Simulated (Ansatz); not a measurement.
Consider Si$_{53}$Pd (cell charge +1, with a compensating background) (cell with a defect).

Si$_{53}$Pd (cell charge +1, with a compensating background) (cell with a defect), 54 atoms, a = 11.60 Å, b = 11.60 Å, c = 11.60 Å, α = 60.00°, β = 60.00°, γ = 60.00°.

The program warned that a starting moment wasn't kept; spin-polarised, but the moments vanished.

Computed with DFT PBE, scalar-relativistic, plane waves, PAW in Ansatz 0.2.0.

Predict the valence pseudo-density and electron localisation function between the atoms.

Answer. Si–Si (2.36 Å): ρ is about 0.55 e/Å³ halfway; the ELF peaks at about 0.95 between the atoms; a shared electron pair.
Si–Pd (2.38 Å): ρ at the midpoint is about 0.57 e/Å³; the ELF peaks at about 0.80 in the valence shell of Si, 0.8 Å from its nucleus, and is about 0.50 at the midpoint.

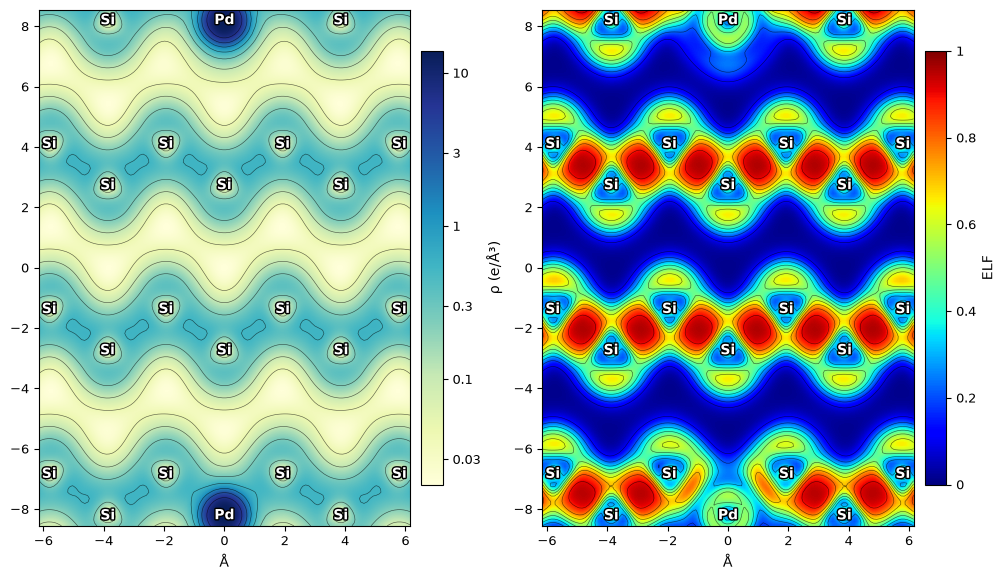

Computed valence pseudo-density and electron localisation function on the (011̄) plane of the calculation cell, in this order. 

Core electrons are frozen (PAW), and the valence fields are smoothed inside the atomic spheres.
